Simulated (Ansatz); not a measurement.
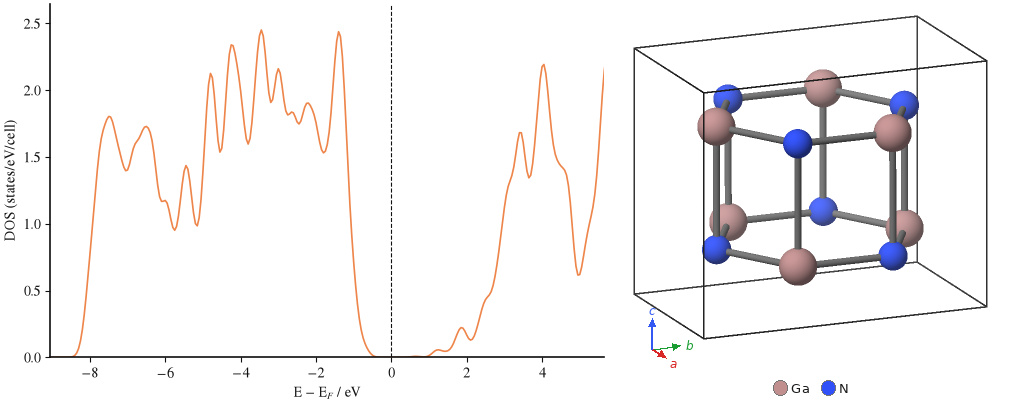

Density of states, beside the structure. Energies are counted from the Fermi level. The curve is built from the levels of the k mesh with Gaussians 0.3 eV wide, which also blur the band edges.

System: GaN, space group Cmcm, 4 atoms in the cell, h-MgO (five-fold) type, uniaxial (x) strain +1.6%.

Space group Cmcm (No. 63). a = 3.353 Å, b = 5.716 Å, c = 4.756 Å, α = 90.00°, β = 90.00°, γ = 90.00°
```
atom  site  symmetry       x       y       z
  Ga    4c       m2m  0.0000  0.3328  0.2500
   N    4c       m2m  0.0000  0.6683  0.2500
```

Level of theory: DFT, PBE, plane waves, PAW, no spin polarisation, 12×12×6 k mesh, Fermi-Dirac smearing of 0.02 eV; code Ansatz.

> Metal or insulator, going by the density of states?

There is a gap; over the k points computed it is 1.31 eV (direct among those points).

> How wide is the upper valence band?

The upper group of valence states starts about 7.5 eV under the valence-band top (which lies at −0.7 eV on this axis), with a gap beneath it; it holds about 12 electrons a cell.
